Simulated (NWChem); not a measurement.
# C3H8S (1-propanethiol) at 4 levels

We compute a comparison of 4 runs (HF/STO-3G, HF/3-21G, B3LYP/6-31G*) of C3H8S (1-propanethiol). 

The calculation is run with NWChem 7.3.0.

17 further runs of the same task are left out: 1 that didn't finish, 16 set aside as unsound or not needed.

## (1) The system as given

The species is C3H8S (12 atoms), meant as a singlet with charge 0. As SMILES, `CCCS`. The C1–H5 distance was set to 1.641 Å, away from the relaxed value. At this shape a bond of the SMILES string is far longer than usual.

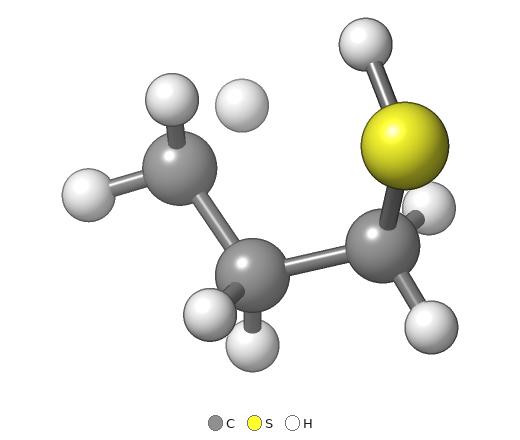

Viewed from a chosen angle; carbon grey, sulfur yellow, hydrogen white.

## (2) The energy at HF/STO-3G (run 1)

Contents of struct.nw:

```
start struct
title "C3H8S energy"
memory stack 880 mb heap 220 mb global 1100 mb
charge 0
geometry noautosym nocenter noautoz
   C       -1.325149      -0.388900       0.272633
   C        0.003351      -0.734500       0.919033
   C        1.138751       0.196900       0.529733
   S        0.968851       1.908800       1.105333
   H       -1.199600      -0.359800      -1.363700
   H       -1.682549       0.589600       0.601733
   H       -2.091349      -1.121700       0.533333
   H        0.295751      -1.751700       0.632133
   H       -0.100749      -0.733000       2.008233
   H        2.075751      -0.138900       0.980033
   H        1.290551       0.203100      -0.552367
   H       -0.016249       2.278200       0.272933
end
basis spherical bse
   C library STO-3G
   S library STO-3G
   H library STO-3G
end
scf
   thresh 1e-08
   maxiter 80
end
task scf energy
```

Launch:

```sh
$ nwchem struct.nw > struct.out
```

What it wrote:

```text
[...]
  functions       =    32
[...]
  wavefunction    = RHF
[...]
         Total SCF energy =   -509.928393083914
      One-electron energy =  -1033.103392811552
      Two-electron energy =    357.679895651629
 Nuclear repulsion energy =    165.495104076010
        Time for solution =      2.1s
[...]
```

It took 2.8 s on 1 thread of Intel Xeon 6975P-C (Granite Rapids), shared host; peak memory 0.095 GiB.

## (3) A single-point energy at HF/3-21G (run 2)

Contents of m1.nw:

```
start m1
title "C3H8S hf"
memory 2200 mb

geometry units angstrom noautosym nocenter noautoz
C    -1.325149   -0.388900    0.272633
C     0.003351   -0.734500    0.919033
C     1.138751    0.196900    0.529733
S     0.968851    1.908800    1.105333
H    -1.199600   -0.359800   -1.363700
H    -1.682549    0.589600    0.601733
H    -2.091349   -1.121700    0.533333
H     0.295751   -1.751700    0.632133
H    -0.100749   -0.733000    2.008233
H     2.075751   -0.138900    0.980033
H     1.290551    0.203100   -0.552367
H    -0.016249    2.278200    0.272933
end

basis spherical bse
* library 3-21G
end

scf
thresh 1e-08
maxiter 80
end

task scf energy
```

Launch:

```sh
$ nwchem m1.nw > m1.out
```

What it wrote:

```text
[...]
  functions       =    56
[...]
  wavefunction    = RHF
[...]
         Total SCF energy =   -513.080383661124
      One-electron energy =  -1033.245940918652
      Two-electron energy =    354.670453181518
 Nuclear repulsion energy =    165.495104076010
        Time for solution =      2.0s
[...]
```

It took 2.8 s on 1 thread of Intel Xeon 6975P-C (Granite Rapids), shared host; peak memory 0.096 GiB.

## (4) A single-point energy at B3LYP/6-31G(d) (spherical functions) (run 3)

Contents of work.xyz:

```xyz
12
C3H8S B3LYP
C     -1.325149    -0.388900     0.272633
C      0.003351    -0.734500     0.919033
C      1.138751     0.196900     0.529733
S      0.968851     1.908800     1.105333
H     -1.199600    -0.359800    -1.363700
H     -1.682549     0.589600     0.601733
H     -2.091349    -1.121700     0.533333
H      0.295751    -1.751700     0.632133
H     -0.100749    -0.733000     2.008233
H      2.075751    -0.138900     0.980033
H      1.290551     0.203100    -0.552367
H     -0.016249     2.278200     0.272933
```

Contents of run.py:

```python
from ase.io import read
from ase.calculators.nwchem import NWChem

atoms = read('work.xyz')

calc = NWChem(
    label='work',
    theory='dft',
    memory='2200 mb',
    basis='6-31G*',
    basispar='spherical bse',
    dft={'xc': 'b3lyp', 'mult': '1', 'grid': 'xfine', 'convergence': 'energy 1e-08', 'iterations': '100', 'mulliken': None},
    task='energy',
)
atoms.calc = calc

print("Total energy (eV):", round(atoms.get_potential_energy(), 6))
print("dipole (e A):", atoms.get_dipole_moment().round(4))
```

Launch:

```sh
$ export ASE_NWCHEM_COMMAND="nwchem PREFIX.nwi > PREFIX.nwo"
$ python run.py
```

What it wrote:

```text
Total energy (eV): -14075.06843
dipole (e A): [-0.1069 -0.2896 -0.0545]
```

The calculator wrote work.nwi:

```
title "work"

permanent_dir work

scratch_dir work

start work

geometry units angstrom nocenter noautosym noautoz
  C  -1.3251489999999999e+00 -3.8890000000000002e-01 2.7263300000000001e-01
  C  3.3509999999999998e-03 -7.3450000000000004e-01 9.1903299999999999e-01
  C  1.1387510000000001e+00 1.9689999999999999e-01 5.2973300000000001e-01
  S  9.6885100000000002e-01 1.9088000000000001e+00 1.1053329999999999e+00
  H  -1.1996000000000000e+00 -3.5980000000000001e-01 -1.3636999999999999e+00
  H  -1.6825490000000001e+00 5.8960000000000001e-01 6.0173299999999996e-01
  H  -2.0913490000000001e+00 -1.1216999999999999e+00 5.3333299999999995e-01
  H  2.9575099999999999e-01 -1.7517000000000000e+00 6.3213299999999994e-01
  H  -1.0074900000000001e-01 -7.3299999999999998e-01 2.0082330000000002e+00
  H  2.0757509999999999e+00 -1.3890000000000000e-01 9.8003300000000004e-01
  H  1.2905510000000000e+00 2.0310000000000000e-01 -5.5236700000000005e-01
  H  -1.6249000000000000e-02 2.2782000000000000e+00 2.7293299999999998e-01
end

memory 2200 mb

basis spherical bse noprint
   * library 6-31G*
end

dft
  xc b3lyp
  mult 1
  grid xfine
  convergence energy 1e-08
  iterations 100
  mulliken
end

task dft energy
```

work.nwo:

```text
Northwest Computational Chemistry Package (NWChem) 7.3.0
             --------------------------------------------------------

           Job information
           ---------------

    nwchem branch   = 7.3.0
    use scalapack   = T
    input           = work.nwi
    prefix          = work.
    data base       = work/work.db
    status          = startup
    nproc           =        1

           Memory information
           ------------------

    heap     =     72089596 doubles =      550.0 Mbytes
    stack    =     72089601 doubles =      550.0 Mbytes
    global   =    144179200 doubles =     1100.0 Mbytes (distinct from heap & stack)
    total    =    288358397 doubles =     2200.0 Mbytes
    verify   = yes
    hardfail = no

[... 107 lines left out ...]
  convergence criterion.
[... 18 lines left out ...]
          Convergence on density requested:  1.00D-05
[... 25 lines left out ...]
          Convergence Information
[... 61 lines left out ...]
   convergence    iter        energy       DeltaE   RMS-Dens  Diis-err    time
[... 33 lines left out ...]
           Coulomb energy =      399.378037640186
[... 7 lines left out ...]
                       DFT Final Molecular Orbital Analysis
[... 560 lines left out ...]
 center of mass
 --------------
 x =   0.67949377 y =   1.21453962 z =   1.46966710

 moments of inertia (a.u.)
 ------------------
         429.683302097116        -184.584878447181         -59.753666729465
        -184.584878447181         312.314402864981         -69.122328360101
         -59.753666729465         -69.122328360101         629.067089423629

     Multipole analysis of the density
     ---------------------------------

     L   x y z        total         alpha         beta         nuclear
     -   - - -        -----         -----         ----         -------
     0   0 0 0      0.000000    -21.000000    -21.000000     42.000000

     1   1 0 0     -0.202027    -12.360508    -12.360508     24.518989
[... 8 lines of this table left out ...]
     2   0 0 2    -27.025633    -76.050088    -76.050088    125.074542

 Task  times  cpu:       34.7s     wall:       34.7s
 Total times  cpu:       34.8s     wall:       34.8s
```

Wall time 36 s (1 thread of Intel Xeon 6975P-C (Granite Rapids), shared host); peak memory 0.14 GiB.

## (5) The energy at B3LYP/6-31G(d) (Cartesian functions) (run 4)

Contents of nw.xyz:

```xyz
12
C3H8S B3LYP
C     -1.325149    -0.388900     0.272633
C      0.003351    -0.734500     0.919033
C      1.138751     0.196900     0.529733
S      0.968851     1.908800     1.105333
H     -1.199600    -0.359800    -1.363700
H     -1.682549     0.589600     0.601733
H     -2.091349    -1.121700     0.533333
H      0.295751    -1.751700     0.632133
H     -0.100749    -0.733000     2.008233
H      2.075751    -0.138900     0.980033
H      1.290551     0.203100    -0.552367
H     -0.016249     2.278200     0.272933
```

Contents of nw.nw:

```
start nw
title "C3H8S B3LYP"
memory stack 880 mb heap 220 mb global 1100 mb

geometry units angstrom noautosym nocenter noautoz
   load nw.xyz
end

basis
   C library 6-31G*
   S library 6-31G*
   H library 6-31G*
end

dft
   xc b3lyp
   grid xfine
   convergence energy 1e-08
   iterations 100
   mulliken
   print medium
end

task dft
```

Launch:

```sh
$ nwchem nw.nw > nw.out
```

What it wrote:

```text
[...]
          Wavefunction type:  closed shell.
          No. of atoms     :    12
          No. of electrons :    42
[...]
          Charge           :     0
          Spin multiplicity:     1
[...]
          AO basis - number of functions:    80
[...]
              XC Information
              --------------
                         B3LYP Method XC Potential
                     Hartree-Fock (Exact) Exchange  0.200
                        Slater Exchange Functional  0.800 local
                    Becke 1988 Exchange Functional  0.720 non-local
              Lee-Yang-Parr Correlation Functional  0.810
                  VWN I RPA Correlation Functional  0.190 local
[...]
 d= 0,ls=0.0,diis     1   -517.2036741965 -6.83D+02  8.98D-03  5.17D-01     4.4
[...]
 d= 0,ls=0.0,diis    10   -517.2542063007 -1.44D-09  3.14D-07  6.27D-10    37.0
         Total DFT energy =     -517.254206300667
      One electron energy =    -1037.140634493987
           Coulomb energy =      399.242636571472
    Exchange-Corr. energy =      -44.851312454161
 Nuclear repulsion energy =      165.495104076010
[...]
      Total Density - Mulliken Population Analysis
     ---------------------------------------------
    Atom       Charge   Shell Charges
 -----------   ------   -------------------------------------------------------
    1 C    6     6.35   1.99  0.69  1.97  0.70  0.99  0.01
    2 C    6     6.24   1.99  0.68  2.11  0.58  0.85  0.03
    3 C    6     6.41   1.99  0.68  2.07  0.66  0.97  0.03
    4 S   16    16.09   2.00  1.99  5.97  1.40  3.05  0.51  1.15  0.03
    5 H    1     1.01   0.39  0.62
    6 H    1     0.84   0.53  0.31
    7 H    1     0.84   0.53  0.31
    8 H    1     0.85   0.53  0.32
    9 H    1     0.84   0.53  0.31
   10 H    1     0.82   0.53  0.30
[...]
```

It took 38 s on 1 thread of Intel Xeon 6975P-C (Granite Rapids), shared host; peak memory 0.14 GiB.

## (6) The series

```csv
run,level,iteration cap,module,energy (Eh),dipole moment (D),HOMO energy (eV),LUMO energy (eV),wall time
1,HF/STO-3G,80,scf,-509.928393,0.85,-6.99,8.88,2.8 s
2,HF/3-21G,80,scf,-513.080384,1.85,-9.81,4.53,2.8 s
3,B3LYP/6-31G* (spherical functions),100,dft,-517.249229,1.51,-6.44,0.05,36 s
4,B3LYP/6-31G* (Cartesian functions),100,dft,-517.254206,1.51,-6.44,0.05,38 s
```

## (7) Results

```
            quantity          value
 run 4: total energy  -517.25421 Eh
run 4: dipole moment         1.51 D
  run 4: HOMO energy       -6.44 eV
  run 4: LUMO energy        0.05 eV
run 4: HOMO–LUMO gap        6.49 eV
```

**Reading.** The dipole moment (its size) runs from 0.85 D (HF/STO-3G) to 1.85 D (HF/3-21G). The HOMO–LUMO gap runs from 6.49 eV (B3LYP/6-31G*) to 15.87 eV (HF/STO-3G). The two ends differ in method and basis. In run 1 the basis is minimal, so the values are rough. All runs together took 79 s, the longest 38 s.
